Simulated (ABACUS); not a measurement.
## Run report: Mo, geometry relaxation (part 1 of 3)

- system: Mo (Im-3m, 1 atom in the cell)
- method: Kohn-Sham DFT of a periodic cell, TPSS, SG15 ONCV 1.2 PBE, no spin polarisation (ABACUS 3.10.1)

The structure derives from a Materials Project entry.

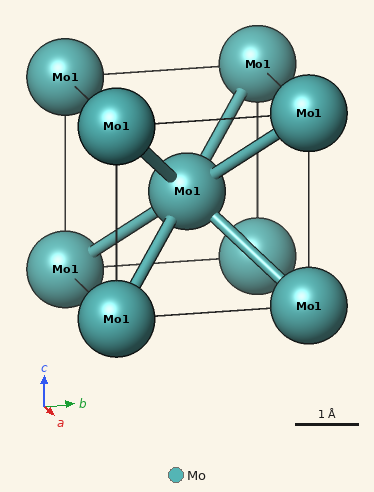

*The input geometry (ball-and-stick view of the cell 2 times as large as that of the calculation, set on its symmetry axes, seen slightly off an axis; atoms are numbered from 1 in the order of the input).*

Input file
```python
"""ABACUS run from a structure file: ASE reads it, the script writes STRU, KPT and INPUT."""
import re
import subprocess
from ase.io import read
from ase.units import Bohr

atoms = read("POSCAR")
atoms = atoms[(-atoms.numbers).argsort(kind="stable")]  # ABACUS lists atoms element by element
pseudo = {'Mo': 'Mo_ONCV_PBE-1.2.upf'}
orbital = {}
magmoms = None
kmesh = [8, 8, 8]
params = {
    'suffix': 'Mo',
    'calculation': 'cell-relax',
    'basis_type': 'pw',
    'pseudo_dir': './',
    'symmetry': 1,
    'dft_functional': 'MGGA_X_TPSS+MGGA_C_TPSS',
    'ecutwfc': 94,
    'pseudo_rcut': 7,
    'nspin': 1,
    'nbands': 11,
    'ks_solver': 'dav',
    'smearing_method': 'fd',
    'smearing_sigma': 0.00367493,
    'scf_thr': 1e-08,
    'scf_nmax': 100,
    'mixing_type': 'broyden',
    'mixing_beta': 0.7,
    'cal_force': 1,
    'cal_stress': 1,
    'mixing_tau': 1,
    'relax_nmax': 60,
    'force_thr_ev': 0.02,
    'relax_method': 'cg',
    'out_stru': 1,
    'stress_thr': 0.2,
    'kpar': 4,
}

symbols = atoms.get_chemical_symbols()
elements = list(dict.fromkeys(symbols))
lines = ["ATOMIC_SPECIES"] + [f"{e} {atoms.get_masses()[symbols.index(e)]:.4f} {pseudo[e]}" for e in elements]
if orbital:
    lines += ["", "NUMERICAL_ORBITAL"] + [orbital[e] for e in elements]
lines += ["", "LATTICE_CONSTANT", f"{1 / Bohr:.10f}", "", "LATTICE_VECTORS"]
lines += [" ".join(f"{x:.10f}" for x in v) for v in atoms.cell]
lines += ["", "ATOMIC_POSITIONS", "Direct"]
for e in elements:
    lines += ["", e, "0.0", str(symbols.count(e))]
    for i, p in enumerate(atoms.get_scaled_positions(wrap=False)):
        if symbols[i] == e:
            mag = "" if magmoms is None else " mag " + " ".join(str(x) for x in (magmoms[i] if isinstance(magmoms[i], list) else [magmoms[i]]))
            lines.append(" ".join(f"{x:.10f}" for x in p) + " 1 1 1" + mag)
open("STRU", "w").write("\n".join(lines) + "\n")
open("KPT", "w").write("K_POINTS\n0\nGamma\n%d %d %d 0 0 0\n" % tuple(kmesh))
open("INPUT", "w").write("INPUT_PARAMETERS\n" + "".join(f"{k:<20s}{v}\n" for k, v in params.items()))

done = subprocess.run(['mpirun', '-np', '4', 'abacus'])
if done.returncode:
    raise SystemExit(done.returncode)
log = open("OUT.Mo/running_cell-relax.log").read()
print("final energy (eV):", re.findall(r"FINAL_ETOT_IS (\S+)", log))
```

File POSCAR
```
Mo
1.0
   -1.5838089719      1.5838089719      1.5838089719
    1.5838089719     -1.5838089719      1.5838089719
    1.5838089719      1.5838089719     -1.5838089719
Mo
1
Direct
    0.0000000000      0.0000000000      0.0000000000
```

File INPUT
```
INPUT_PARAMETERS
suffix              Mo
calculation         cell-relax
basis_type          pw
pseudo_dir          ./
symmetry            1
dft_functional      MGGA_X_TPSS+MGGA_C_TPSS
ecutwfc             94
pseudo_rcut         7
nspin               1
nbands              11
ks_solver           dav
smearing_method     fd
smearing_sigma      0.00367493
scf_thr             1e-08
scf_nmax            100
mixing_type         broyden
mixing_beta         0.7
cal_force           1
cal_stress          1
mixing_tau          1
relax_nmax          60
force_thr_ev        0.02
relax_method        cg
out_stru            1
stress_thr          0.2
kpar                4
```

File STRU
```
ATOMIC_SPECIES
Mo 95.9500 Mo_ONCV_PBE-1.2.upf

LATTICE_CONSTANT
1.8897261258

LATTICE_VECTORS
-1.5838089719 1.5838089719 1.5838089719
1.5838089719 -1.5838089719 1.5838089719
1.5838089719 1.5838089719 -1.5838089719

ATOMIC_POSITIONS
Direct

Mo
0.0
1
-0.0000000000 0.0000000000 0.0000000000 1 1 1
```

File KPT
```
K_POINTS
0
Gamma
8 8 8 0 0 0
```

Machine: 4 threads of Intel Xeon @ 3.00GHz (Skylake/Cascade Lake), 12 GiB of memory available, shared host.

Launch command:
```bash
OMP_NUM_THREADS=1 python run_abacus.py > log
```

What the program printed
```
ABACUS v3.10.1

               Atomic-orbital Based Ab-initio Computation at UStc

 ------------------------------------------------------------------------------------

 READING GENERAL INFORMATION
                           global_out_dir = OUT.Mo/
                           global_in_card = INPUT
                               pseudo_dir = ./
                              orbital_dir =
                                    DSIZE = 4
                                    GSIZE = 1

 READING UNITCELL INFORMATION
                                    ntype = 1
                  lattice constant (Bohr) = 1.88973
              lattice constant (Angstrom) = 1

 READING ATOM TYPE 1
                               atom label = Mo
                      L=0, number of zeta = 1
                      L=1, number of zeta = 1
                      L=2, number of zeta = 1
             number of atom for this type = 1

                        TOTAL ATOM NUMBER = 1
DIRECT COORDINATES
    atom                   x                   y                   z     mag                  vx                  vy                  vz
taud_Mo1            0.0000000000        0.0000000000        0.0000000000  0.0000        0.0000000000        0.0000000000        0.0000000000

                          Volume (Bohr^3) = 107.242
                             Volume (A^3) = 15.8916

 Lattice vectors: (Cartesian coordinate: in unit of a_0)
             -1.58381            +1.58381            +1.58381
             +1.58381            -1.58381            +1.58381
             +1.58381            +1.58381            -1.58381
 Reciprocal vectors: (Cartesian coordinate: in unit of 2 pi/a_0)
                   +0           +0.315695           +0.315695
            +0.315695                  +0           +0.315695
            +0.315695           +0.315695                  +0
 The esolver type has been set to : ksdft_pw

                PAO radial cut off (Bohr) = 7

 Read in pseudopotential file is Mo_ONCV_PBE-1.2.upf
                     pseudopotential type = NC
          exchange-correlation functional = PBE
                 nonlocal core correction = 0
                        valence electrons = 14
                                     lmax = 2
                           number of zeta = 0
                     number of projectors = 6
                           L of projector = 0
                           L of projector = 0
                           L of projector = 1
                           L of projector = 1
                           L of projector = 2
                           L of projector = 2
 XC functional updated to : MGGA_X_TPSS+MGGA_C_TPSS
          exchange-correlation functional = MGGA_X_TPSS+MGGA_C_TPSS
     initial pseudo atomic orbital number = 0

 SETUP THE ELECTRONS NUMBER
            electron number of element Mo = 14
      total electron number of element Mo = 14
            AUTOSET number of electrons:  = 14
                           occupied bands = 7
                                   NBANDS = 11
                                   NLOCAL = 9

%%%%%%%%%%%%%%%%%%%%%%%%%%%%%%%%%%%%%%%%%%%%%%%%%%%%%%%%%%%%%%%%%%%%%%%%%%%%%%%%%%%%%%%%%%%%%%%%%%%%%%%%%%
 Warning: the number of valence electrons in pseudopotential > 6 for Mo: [Kr] 4d5 5s1
 Pseudopotentials with additional electrons can yield (more) accurate outcomes, but may be less efficient.
 If you're confident that your chosen pseudopotential is appropriate, you can safely ignore this warning.
%%%%%%%%%%%%%%%%%%%%%%%%%%%%%%%%%%%%%%%%%%%%%%%%%%%%%%%%%%%%%%%%%%%%%%%%%%%%%%%%%%%%%%%%%%%%%%%%%%%%%%%%%%

 SETUP THE PLANE WAVE BASIS
 energy cutoff for charge/potential (unit:Ry) = 376
            fft grid for charge/potential = [ 32, 32, 32 ]
                        fft grid division = [ 1, 1, 1 ]
        big fft grid for charge/potential = [ 32, 32, 32 ]
                                     nbxx = 32768
                                     nrxx = 32768

 SETUP PLANE WAVES FOR CHARGE/POTENTIAL
                    number of plane waves = 13115
                         number of sticks = 749

 PARALLEL PW FOR CHARGE/POTENTIAL
     PROC   COLUMNS(POT)             PW
        1            749          13115
 --------------- sum -------------------
        1            749          13115
                            number of |g| = 159
                                  max |g| = 33.8855
                                  min |g| = 0

----------- Double Check Mixing Parameters Begin ------------
mixing_type: broyden
mixing_beta: 0.7
mixing_gg0: 1
mixing_gg0_min: 0.1
mixing_ndim: 8
----------- Double Check Mixing Parameters End ------------

 LATTICE VECTORS: (CARTESIAN COORDINATE: IN UNIT OF A0)
             -1.58381            +1.58381            +1.58381
             +1.58381            -1.58381            +1.58381
             +1.58381            +1.58381            -1.58381
                       right hand lattice = 1
                                   NORM_A = 2.74324
                                   NORM_B = 2.74324
                                   NORM_C = 2.74324
                           ALPHA (DEGREE) = 109.471
                           BETA  (DEGREE) = 109.471
                           GAMMA (DEGREE) = 109.471

 The lattice vectors have been changed (STRU_SIMPLE.cif)

(for optimal symmetric configuration:)
                             BRAVAIS TYPE = 2
                     BRAVAIS LATTICE NAME = 02. Cubic I (body-centered)
                                    ibrav = 2
                                    IBRAV = 2
                                  BRAVAIS = BODY CENTERED CUBIC
                       LATTICE CONSTANT A = 3.16762
Original cell was already a primitive cell.
                        ROTATION MATRICES = 48
              PURE POINT GROUP OPERATIONS = 48
                   SPACE GROUP OPERATIONS = 48
                              POINT GROUP = O_h
               POINT GROUP IN SPACE GROUP = O_h

 SETUP K-POINTS
                                    nspin = 1
                   Input type of k points = Monkhorst-Pack(Gamma)
                                   nkstot = 512
                       right hand lattice = 1
(for reciprocal lattice: )
                             BRAVAIS TYPE = 3
                     BRAVAIS LATTICE NAME = 03. Cubic F (face-centered)
                                    ibrav = 3
                       right hand lattice = 1
(for k-lattice: )
                             BRAVAIS TYPE = 3
                     BRAVAIS LATTICE NAME = 03. Cubic F (face-centered)
                                    ibrav = 3
                       right hand lattice = 1
                        ROTATION MATRICES = 48
                               nkstot_ibz = 29
K-POINTS REDUCTION ACCORDING TO SYMMETRY
     IBZ    DIRECT_X    DIRECT_Y    DIRECT_Z  WEIGHT  ibz2bz
       1  0.00000000  0.00000000  0.00000000  0.0020       0
       2 -0.12500000  0.12500000  0.00000000  0.0234       1
       3 -0.25000000  0.25000000  0.00000000  0.0234       2
       4 -0.37500000  0.37500000  0.00000000  0.0234       3
       5  0.50000000  0.50000000  0.00000000  0.0117       4
       6 -0.25000000  0.12500000  0.12500000  0.0469       9
       7 -0.12500000  0.37500000 -0.25000000  0.0938      10
       8  0.50000000  0.37500000  0.12500000  0.0938      11
       9  0.50000000  0.25000000  0.25000000  0.0469      18
      10  0.37500000  0.37500000  0.25000000  0.0469      19
      11 -0.12500000  0.37500000 -0.12500000  0.0156      73
      12  0.50000000  0.25000000  0.12500000  0.0469      74
      13  0.37500000  0.37500000  0.12500000  0.0234      75
      14 -0.12500000  0.12500000  0.12500000  0.0117      79
      15  0.37500000  0.25000000  0.25000000  0.0469      82
      16 -0.25000000  0.12500000  0.25000000  0.0469      86
      17 -0.37500000  0.37500000  0.12500000  0.0469      93
      18 -0.37500000  0.25000000  0.25000000  0.0469      94
      19  0.50000000  0.50000000  0.12500000  0.0234     100
      20  0.50000000  0.37500000  0.25000000  0.0938     101
      21  0.37500000  0.37500000  0.37500000  0.0156     109
      22  0.25000000  0.25000000  0.25000000  0.0039     146
      23  0.25000000  0.25000000 -0.25000000  0.0117     150
      24 -0.37500000  0.37500000  0.25000000  0.0469     157
      25  0.50000000  0.50000000  0.25000000  0.0234     164
      26  0.50000000  0.37500000  0.37500000  0.0469     165
      27 -0.37500000  0.37500000  0.37500000  0.0117     221
      28  0.50000000  0.50000000  0.37500000  0.0234     228
      29  0.50000000  0.50000000  0.50000000  0.0020     292

                               nkstot now = 29
[... K-POINTS DIRECT COORDINATES: 29 rows ...]

           k-point number in this process = 8
       minimum distributed K point number = 7
[... stars of the k points ...]

[... K-POINTS CARTESIAN COORDINATES: 8 rows ...]

[... K-POINTS DIRECT COORDINATES: 8 rows ...]

 SETUP PLANE WAVES FOR WAVE FUNCTIONS
     energy cutoff for wavefunc (unit:Ry) = 94
              fft grid for wave functions = [ 32, 32, 32 ]
                    number of plane waves = 2347
                         number of sticks = 241

 PARALLEL PW FOR WAVE FUNCTIONS
     PROC   COLUMNS(POT)             PW
        1            241           2347
 --------------- sum -------------------
        1            241           2347

 SETUP NONLOCAL PSEUDOPOTENTIALS IN PLANE WAVE BASIS
 Mo non-local projectors:
 projector 1 L=0
 projector 2 L=0
 projector 3 L=1
 projector 4 L=1
 projector 5 L=2
 projector 6 L=2
      TOTAL NUMBER OF NONLOCAL PROJECTORS = 18

 Init Non-Local PseudoPotential table :
 Init Non-Local-Pseudopotential done.

                                     npwx = 1648

 -------------------------------------------
 STEP OF RELAXATION : 1
 -------------------------------------------
                                 init_chg = atomic

 PW ALGORITHM --------------- ION=   1  ELEC=   1--------------------------------
 Notice: Threshold on eigenvalues was too large.
 hsover_error=0.14 > DRHO=0.0772784
 Origin diag ethr = 0.01
 New diag ethr = 0.000551989

 Density error is 0.0698349297697
                          Error Threshold = 0.000551988515368
----------------------------------------------------------
     Energy           Rydberg                 eV
----------------------------------------------------------
 E_KohnSham     -137.0670176836      -1864.8924483644
 E_Harris       -138.6761709892      -1886.7861022751
 E_Fermi        1.5681179790         21.3353396508
```
